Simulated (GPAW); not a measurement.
# 1T-SnSeTe monolayer in an electric field, part 2 of 2

Wanted: the out-of-plane polarisability of 1T-SnSeTe monolayer.

GPAW 26.7.0; GPAW, PAW setups; layer in a repeated cell with vacuum, relaxation of atoms and in-plane cell (the session's first sound run).

So far. Step 5 (In a field): The dipole is now -0.0713 e Å, against -0.028 in the run without a field. Step 8 (Field on): The dipole is now 0.0159 e Å, against -0.028 in the run without a field.

### Step 9. In a field (continued)

Level of this step: GPAW, PAW setups; slab in vacuum (GPAW).

Table of electrostatic potential energy of an electron (without an applied field's), less the Fermi level, planar mean by z:

| z (Å) | electrostatic potential energy of an electron (without an applied field's), less the Fermi level, planar mean (eV) |
| --- | --- |
| 0 | 5.25 |
| 2 | 5.64 |
| 4 | 5.64 |
| 6 | 5.42 |
| 8 | -14.9 |
| 10 | -12.6 |
| 12 | -1.49 |
| 14 | 4.84 |
| 16 | 4.85 |
| 18 | 4.85 |

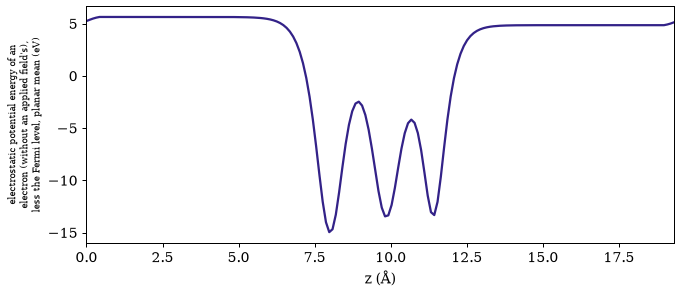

Electrostatic potential energy of an electron (without an applied field's), less the Fermi level, planar mean, plotted against z.

The dipole is now 0.0595 e Å, against -0.028 in the run without a field.

### Step 10. Field on

The input, run.py:

```python
import json
import numpy as np
from ase import Atoms
from gpaw import GPAW, PW
from gpaw.external import ConstantElectricField

slab = Atoms(
    ['Te', 'Sn', 'Se'],
    positions=[
        [1.98759, 1.14754, 8.00000],
        [0.00000, -0.00000, 9.85179],
        [-0.00000, 2.29508, 11.41093]],
    cell=[[3.97519, -0.0, 0.0], [-1.98759, 3.44261, 0.0], [0.0, 0.0, 19.4109]],
    pbc=[True, True, False])

slab.calc = GPAW(mode=PW(400), xc='PBE', kpts={'size': (9, 9, 1), 'gamma': True},
                 occupations={'name': 'fermi-dirac', 'width': 0.05}, nbands='200%',
                 convergence={'density': 1e-05}, maxiter=200,
                 poissonsolver={'dipolelayer': 'xy'},
                 external=ConstantElectricField(0.3, [0, 0, 1]),
                 symmetry={'tolerance': 1e-3}, txt='slab.txt')
result = {}
energy = slab.get_potential_energy()
fermi = slab.calc.get_fermi_level()
v = slab.calc.get_electrostatic_potential().mean((0, 1)) - fermi
n = slab.calc.get_pseudo_density().mean((0, 1))
L = slab.cell[2, 2]
z = np.arange(len(v)) * L / len(v)
low, high = slab.positions[:, 2].min(), slab.positions[:, 2].max()
below, above = np.interp([low - 5.8, high + 5.8], z, v)
slopes = [np.interp(x, z, np.gradient(v, z)) for x in (low - 5.8, high + 5.8)]
eps = np.array([[slab.calc.get_eigenvalues(k, s) for k in range(len(slab.calc.get_ibz_k_points()))]
                for s in range(slab.calc.get_number_of_spins())]) - fermi
top, bottom = eps[eps < 0].max(), eps[eps > 0].min()
dipole = slab.get_dipole_moment()[2]
print(f'energy {energy:.4f} eV, Fermi level {fermi:.4f} eV, dipole {dipole:.5f} e A')
print(f'potential 5.8 A off the faces, from the Fermi level: lower {below:.4f} eV, upper {above:.4f} eV')
print(f'slope of the potential there: lower {slopes[0]:.5f}, upper {slopes[1]:.5f} eV/A')
print(f'nearest levels on the mesh: {top:.4f} and {bottom:.4f} eV')
print('magnetic moment', round(slab.get_magnetic_moment(), 3))
result.update(energy=energy, fermi=fermi, dipole=dipole, below=below, above=above, slopes=slopes, edges=[top, bottom],
              z=z.tolist(), v=v.tolist(), n=n.tolist(), positions=slab.positions.tolist(),
              forces=slab.get_forces(apply_constraint=False).tolist(), moments=slab.get_magnetic_moments().tolist())
json.dump(result, open('result.json', 'w'))
```

On the command line:

```console
OMP_NUM_THREADS=1 OPENBLAS_NUM_THREADS=1 python run.py
```

Log:

```text
energy -11.1593 eV, Fermi level -1.7355 eV, dipole 0.10318 e A
potential 5.8 A off the faces, from the Fermi level: lower 5.9478 eV, upper 4.5835 eV
slope of the potential there: lower -0.00003, upper 0.00000 eV/A
nearest levels on the mesh: -0.0723 and 0.0032 eV
magnetic moment 0.0
```

It took 68 s on 1 thread of Arm Neoverse V2, shared host; peak memory 0.32 GiB.

The electrostatic potential energy of an electron (without an applied field's), less the Fermi level, planar mean oscillates, so the rows of the table below give means over windows of 2 Å about each position, cut where the curve ends. Its maxima inside the range that stand out by 2 % of the span (Å: eV): 2.2: 5.95, 9.0: -2.39, 10.7: -4.28. Its minima: 8.0: -14.8, 9.8: -13.5, 11.4: -13.5.

The electrostatic potential energy of an electron (without an applied field's), less the Fermi level, planar mean by z; means over each step:

| z (Å) | electrostatic potential energy of an electron (without an applied field's), less the Fermi level, planar mean (eV) |
| --- | --- |
| 0 | 5.82 |
| 2 | 5.95 |
| 4 | 5.94 |
| 6 | 5.33 |
| 8 | -6.76 |
| 10 | -7.83 |
| 12 | -3.39 |
| 14 | 4.53 |
| 16 | 4.58 |
| 18 | 4.58 |

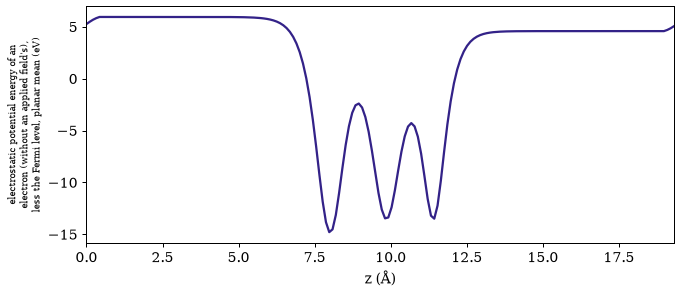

Electrostatic potential energy of an electron (without an applied field's), less the Fermi level, planar mean, plotted against z.

The dipole is now 0.103 e Å, against -0.028 in the run without a field.

### Step 11. The series

The members are put on one axis.

This step: induced dipole against applied field (GPAW 26.7.0).

Dipole along the normal against field:

| field (V/Å) | dipole along the normal (e·Å) |
| --- | --- |
| -0.200 | -0.115 |
| -0.100 | -0.0713 |
| -0.050 | -0.0495 |
| 0.000 | -0.0278 |
| 0.050 | -0.00593 |
| 0.100 | 0.0159 |
| 0.200 | 0.0595 |
| 0.300 | 0.103 |

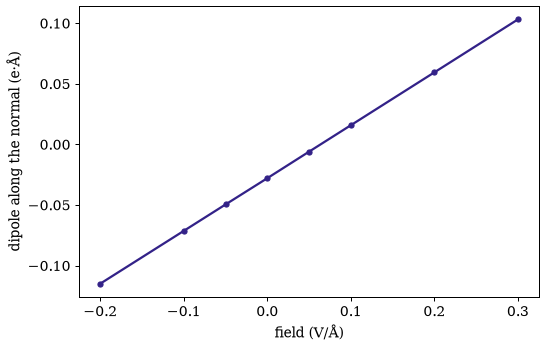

Dipole along the normal, plotted against field.

### Step 12. Summary of results

```
work function, upper and lower face            : 5.399 and 5.032 eV
dipole along the normal                        : -0.0278 e Å
induced dipole per field                       : 0.436 e Å per V/Å
out-of-plane polarisability per area, α/(ε0 A) : 5.77 Å
```

**Reading.** The field induces 0.436 e Å per V/Å, a polarisable thickness α/(ε0 A) of 5.77 Å beside 3.41 Å between the outermost nuclei. A perfect conductor would give the distance between its two image planes; a dielectric of thickness t gives t(1 - 1/ε). The two faces differ by 0.37 eV, the step that the slab's dipole makes (e p/(ε0 A) gives 0.37 eV), so the dipole layer is needed. The induced dipole is linear in the field over this range. The starting lattice was a guess from atomic radii; the relaxation moved it by 4 %. The relaxation of atoms and cell ran in a fully periodic cell without the dipole layer, so the atoms of this polar layer felt a small spurious field. The layer's cell and atoms come from the relaxation; spin-orbit coupling and temperature are left out.

[Logs are printed without paths, hosts, clocks, repeated set-up lines and the standing remarks that a program may print on its own settings, such as how far it seeks lower states.]

[Hosts, paths, dates, database ids (printed as entryN), source tags and the programs' standing remarks are cut or masked in the printed files.]
